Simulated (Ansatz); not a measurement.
**Two runs on Ge**

System: Ge (P6₃/mmc, 4 atoms in the cell).
Method of run A: DFT, r2SCAN, plane waves, PAW, no spin polarisation (Ansatz 0.2.0).

The structure was built on a prototype by a generator. The geometry comes from this level: PBE. Text and figures count atoms from 1; the logs count them from 0 in places.

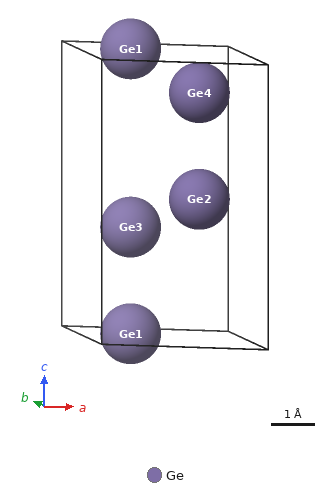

Fig. 1: The input geometry (spheres-only view of the cell of the calculation, seen slightly off an axis; atoms are numbered from 1 in the order of the input).

**Input file, run A**
```yaml
crystal:
  lattice:
    - [4.0584087531, 0.0, 0.0]
    - [-2.0292043765, 3.5146850791, 0.0]
    - [0.0, 0.0, 6.6929896224]
  atoms:
    - { symbol: Ge, position: [0.3333333333, 0.6666666667, 0.0003197446] }
    - { symbol: Ge, position: [0.6666666667, 0.3333333333, 0.5003197446] }
    - { symbol: Ge, position: [0.3333333333, 0.6666666667, 0.3746802554] }
    - { symbol: Ge, position: [0.6666666667, 0.3333333333, 0.8746802554] }
kpoints:
  mp_grid: { grid: [6, 6, 4] }
hamiltonian:
  xc: r2scan
scf:
  occupations: { method: fermi_dirac, width: 0.02 }
relax:
  f_tol: 0.005
  cell: {}
output:
  write_density: true
  write_potential: true
  elf: true
  volumetric_format: npy
```

Command:
```bash
ansatz run input.yaml --threads 4 --pin off --max-ram 7372MiB --backend cpu --events-out ev --progress --plain --runs-dir out
```

Hardware: 4 threads of Intel Xeon @ 2.50GHz (Skylake/Cascade Lake), 64 GiB of memory available, shared host.

**Output, shortened to warnings, some set-up lines, iterations and results (run A)**
```
Basis set: ecut = 500 eV, 2443 PW (Γ), exchange–correlation on 120×120×200 points (64 copies of the dense FFT grid, shifted against one another)
Symmetry: 24 space group operations
k-points: 21 of 144
Initial density: superposition of atomic densities (neutral atoms: chi_scale 0, normalization atom), corrected by the library's trained network
[...]
SCF iter   1: F=—  HF=-17211.468621 eV  |F-HF|=—  |Δ(HF+E_count)|=         —  Δρ=5.92e-3  dr2=1.07e-2  dr2_τ=7.46e-3  ethr=1.77e-3  ⟨swp⟩=6.6  Hψ=2630  notcnv=0
SCF iter   2: F=—  HF=-17211.480942 eV  |F-HF|=—  |Δ(HF+E_count)|=   1.23e-2  Δρ=1.74e-3  dr2=1.03e-3  dr2_τ=3.56e-5  ethr=1.91e-5  ⟨swp⟩=2.6  Hψ=1583  notcnv=0  defer=28
SCF iter   3: F=—  HF=-17211.481227 eV  |F-HF|=—  |Δ(HF+E_count)|=   2.86e-4  Δρ=1.16e-3  dr2=4.68e-4  dr2_τ=5.07e-6  ethr=1.83e-6  ⟨swp⟩=2.0  Hψ=1248  notcnv=0  defer=28
SCF iter   4: F=—  HF=-17211.481303 eV  |F-HF|=—  |Δ(HF+E_count)|=   7.60e-5  Δρ=1.30e-4  dr2=1.37e-5  dr2_τ=1.11e-7  ethr=8.35e-7  ⟨swp⟩=2.0  Hψ=756  notcnv=0  defer=28
SCF iter   5: F=—  HF=-17211.481300 eV  |F-HF|=—  |Δ(HF+E_count)|=   3.57e-6  Δρ=3.51e-5  dr2=1.32e-6  dr2_τ=8.26e-9  ethr=2.44e-8  ⟨swp⟩=2.0  Hψ=850  notcnv=0  defer=28
[... 27 lines ...]
SCF iter   3: F=—  HF=-17211.519455 eV  |F-HF|=—  |Δ(HF+E_count)|=   2.20e-7  Δρ=6.91e-6  dr2=1.25e-8  dr2_τ=1.73e-9  ethr=3.70e-10  ⟨swp⟩=2.0  Hψ=882  notcnv=0
SCF iter   4: F=—  HF=-17211.519455 eV  |F-HF|=—  |Δ(HF+E_count)|=   7.98e-9  Δρ=9.90e-7  dr2=3.51e-10  dr2_τ=7.15e-12  ethr=2.23e-11  ⟨swp⟩=2.0  Hψ=1303  notcnv=0
SCF iter   5: F=-17211.519455 eV  HF=-17211.519455 eV  |F-HF|=3.64e-12  |Δ(HF+E_count)|=  3.31e-10  Δρ=1.57e-7  dr2=1.69e-11  dr2_τ=1.53e-13  ethr=1.00e-12  ⟨swp⟩=4.0  …
SCF 5 converged in 5 iterations: F = -17211.519455 eV  dr2 = 1.69e-11
relax step   5: F+E_penalty+E_count = -17211.51945498 eV  Δ(F+E_penalty+E_count) = +1.197e-3 eV  max|allowed force component| = 3.202e-3 eV/Å  Δτ_max = 0.0000 Å  P = -0.005 …
basis re-selected at this cell: Δ(F+E_penalty+E_count) = +1.197e-3 eV, ΔP = -0.010 GPa vs the last step (what re-selecting the basis moved, of the pressure what is left beyond the Pulay correction that the steps carried, after the strain that the cell walked since its last selection, with what the …
SCF converged after 5 iterations
Free energy (F): -17211.519455 eV
Harris-Foulkes:  -17211.519455 eV  (|F-HF|=3.64e-12)
Internal energy: -17211.519164 eV  (E = F + TS)
E sigma→0 (E₀):  -17211.519309 eV
Entropy (-TS):   -0.000291 eV (-0.073 meV/atom)
Fermi energy:    8.505040 eV
--- Per-component energies (eV) ---
  E_band       = -640.067260
  E_kinetic    = 444.121367
  E_local      = -9924.956758  (includes V_loc(G=0)·N_el)
  E_nonlocal   = 1680.319700
  E_hartree    = 4360.067286
  E_xc         = -276.353244
  E_vxc        = -271.536853  (∫ρ·V_xc dr)
  E_paw        = -8136.948555  (= ΣΔE_a)
  E_vpaw       = -1303.381617  (= ΣTr[D̂ρ^β])
  E_aug_tail   = 0.000066  (compensation charges beyond the density's cutoff)
  E_vtau       = 15.232752  (kinetic-family band-sum trace: ∫τ·v_τ [+ j·A + Jᵃ·Aᵃ] dr)
  E_ewald      = -5353.425964
  E_core_change = -4.343063  (= ΣΔE_core)
  E_smearing   = -0.000291  (= −TS)
  E_closure    = 0.000000  (closes the sum)
  Σ components = -17211.519455   (vs F -17211.519455, Δ=0.00e0)
--- Forces (eV/Å), atoms counted from 1 ---
  atom   1  Ge     0.00000000    -0.00000000    -0.00320211
  atom   2  Ge     0.00000000     0.00000000    -0.00320211
  atom   3  Ge     0.00000000    -0.00000000     0.00320211
  atom   4  Ge     0.00000000     0.00000000     0.00320211
  max |Σ_I F_I| component: 2.08e-17 eV/Å
--- Stress (GPa, compression-positive) ---
        0.006478       0.000000       0.000000
       -0.000000       0.006478       0.000000
        0.000000       0.000000      -0.027234
  P = ⅓ Tr σ = -0.0048 GPa (-0.048 kbar)
--- Relaxed structure (4 steps of the walk, 4 accepted, 1 SCFs on fresh bases) ---
  F+E_penalty+E_count = -17211.51945498 eV   max|allowed force component| = 3.202e-3 eV/Å   (the final SCF, on the basis selected at the relaxed cell)
  cell:  # Å, volume = 91.2439 Å³
    - [3.9976142537343597, -2.843506411900643e-11, 0.0]
    - [-1.9988071268425545, 3.4620354982789436, 0.0]
    - [0.0, 0.0, 6.59282002480129]
  atoms:
[...]
```

Run B used a changed input.

**The two runs side by side**

```tsv
quantity	run A	run B
outcome	converged	converged
free energy per atom (eV)	−4302.8799	−4253.4707
gap on the mesh (eV)	0.08	0.04
pressure (GPa)	0.00	0.00
volume per atom (Å³)	22.81	22.85
largest force (eV/Å)	0.003	0.001
SCF iterations	27	25
irreducible k-points	21	21
wall time (shared host)	10 s	4.4 s
```

What was changed in the input?

The change (lines with − go, lines with + come):
```diff
-  xc: r2scan
+  xc: pbesol
```

The total energies belong to different methods, so their difference says nothing on which is more stable or more accurate. The gap on the mesh goes from 0.08 to 0.04 eV. The volume per atom goes from 22.81 to 22.85 Å³. The functional changes from r2SCAN to PBEsol. The SCF takes 25 iterations over all geometry steps against 27. The default cutoff goes from 500 to 420 eV with the change. On the same kind of shared host run B took about 0.42 times as long.

**Output, shortened to warnings, some set-up lines, iterations and results (run B)**
```
Basis set: ecut = 420 eV, 1835 PW (Γ), exchange–correlation on 60×60×90 points (8 copies of the dense FFT grid, shifted against one another)
Symmetry: 24 space group operations
k-points: 21 of 144
Initial density: superposition of atomic densities (neutral atoms: chi_scale 0, normalization atom), corrected by the library's trained network
[...]
SCF iter   1: F=—  HF=-17013.851236 eV  |F-HF|=—  |Δ(HF+E_count)|=         —  Δρ=2.49e-3  dr2=6.90e-3  ethr=1.77e-3  ⟨swp⟩=6.3  Hψ=2613  notcnv=0
SCF iter   2: F=—  HF=-17013.848103 eV  |F-HF|=—  |Δ(HF+E_count)|=   3.13e-3  Δρ=1.41e-3  dr2=2.10e-3  ethr=1.23e-5  ⟨swp⟩=2.1  Hψ=1141  notcnv=0  defer=15
SCF iter   3: F=—  HF=-17013.848171 eV  |F-HF|=—  |Δ(HF+E_count)|=   6.79e-5  Δρ=5.46e-4  dr2=1.57e-4  ethr=3.75e-6  ⟨swp⟩=2.0  Hψ=1376  notcnv=0  defer=17
SCF iter   4: F=—  HF=-17013.847987 eV  |F-HF|=—  |Δ(HF+E_count)|=   1.83e-4  Δρ=1.65e-4  dr2=3.58e-5  ethr=2.80e-7  ⟨swp⟩=2.0  Hψ=1266  notcnv=0  defer=17
SCF iter   5: F=—  HF=-17013.848016 eV  |F-HF|=—  |Δ(HF+E_count)|=   2.87e-5  Δρ=6.08e-5  dr2=2.51e-6  ethr=6.39e-8  ⟨swp⟩=2.0  Hψ=856  notcnv=0  defer=17
[... 25 lines ...]
SCF iter   4: F=—  HF=-17013.882659 eV  |F-HF|=—  |Δ(HF+E_count)|=   2.02e-8  Δρ=1.35e-6  dr2=2.48e-9  ethr=7.61e-11  ⟨swp⟩=2.1  Hψ=1306  notcnv=0
SCF iter   5: F=—  HF=-17013.882659 eV  |F-HF|=—  |Δ(HF+E_count)|=   1.08e-9  Δρ=3.90e-7  dr2=2.34e-10  ethr=4.43e-12  ⟨swp⟩=2.0  Hψ=1302  notcnv=0
SCF iter   6: F=-17013.882659 eV  HF=-17013.882659 eV  |F-HF|=1.46e-11  |Δ(HF+E_count)|=  1.06e-10  Δρ=1.35e-7  dr2=1.99e-11  ethr=1.00e-12  ⟨swp⟩=4.2  Hψ=3195  notcnv=0
SCF 5 converged in 6 iterations: F = -17013.882659 eV  dr2 = 1.99e-11
relax step   5: F+E_penalty+E_count = -17013.88265856 eV  Δ(F+E_penalty+E_count) = +6.090e-4 eV  max|allowed force component| = 1.303e-3 eV/Å  Δτ_max = 0.0000 Å  P = -0.004 …
basis re-selected at this cell: Δ(F+E_penalty+E_count) = +6.090e-4 eV, ΔP = +0.003 GPa vs the last step (what re-selecting the basis moved, of the pressure what is left beyond the Pulay correction that the steps carried, after the strain that the cell walked since its last selection, with what the …
SCF converged after 6 iterations
Free energy (F): -17013.882659 eV
Harris-Foulkes:  -17013.882659 eV  (|F-HF|=1.46e-11)
Internal energy: -17013.882204 eV  (E = F + TS)
E sigma→0 (E₀):  -17013.882432 eV
Entropy (-TS):   -0.000454 eV (-0.114 meV/atom)
Fermi energy:    8.342375 eV
--- Per-component energies (eV) ---
  E_band       = -610.760711
  E_kinetic    = 446.107811
  E_local      = -9930.598677  (includes V_loc(G=0)·N_el)
  E_nonlocal   = 1680.741590
  E_hartree    = 4352.714679
  E_xc         = -299.753869
  E_vxc        = -258.783327  (∫ρ·V_xc dr)
  E_paw        = -7916.720515  (= ΣΔE_a)
  E_vpaw       = -1253.659055  (= ΣTr[D̂ρ^β])
  E_aug_tail   = 0.001304  (compensation charges beyond the density's cutoff)
  E_ewald      = -5350.046272
  E_core_change = 3.671745  (= ΣΔE_core)
  E_smearing   = -0.000454  (= −TS)
  E_closure    = -0.000000  (closes the sum)
  Σ components = -17013.882659   (vs F -17013.882659, Δ=0.00e0)
--- Forces (eV/Å), atoms counted from 1 ---
  atom   1  Ge     0.00000000    -0.00000000     0.00130295
  atom   2  Ge    -0.00000000     0.00000000     0.00130295
  atom   3  Ge     0.00000000    -0.00000000    -0.00130295
  atom   4  Ge    -0.00000000     0.00000000    -0.00130295
  max |Σ_I F_I| component: 1.62e-17 eV/Å
--- Stress (GPa, compression-positive) ---
       -0.004903       0.000000       0.000000
       -0.000000      -0.004903       0.000000
        0.000000       0.000000      -0.003097
  P = ⅓ Tr σ = -0.0043 GPa (-0.043 kbar)
--- Relaxed structure (4 steps of the walk, 4 accepted, 1 SCFs on fresh bases) ---
  F+E_penalty+E_count = -17013.88265856 eV   max|allowed force component| = 1.303e-3 eV/Å   (the final SCF, on the basis selected at the relaxed cell)
  cell:  # Å, volume = 91.4038 Å³
    - [4.005438747045219, -2.8490719997887803e-11, 0.0]
[...]
```
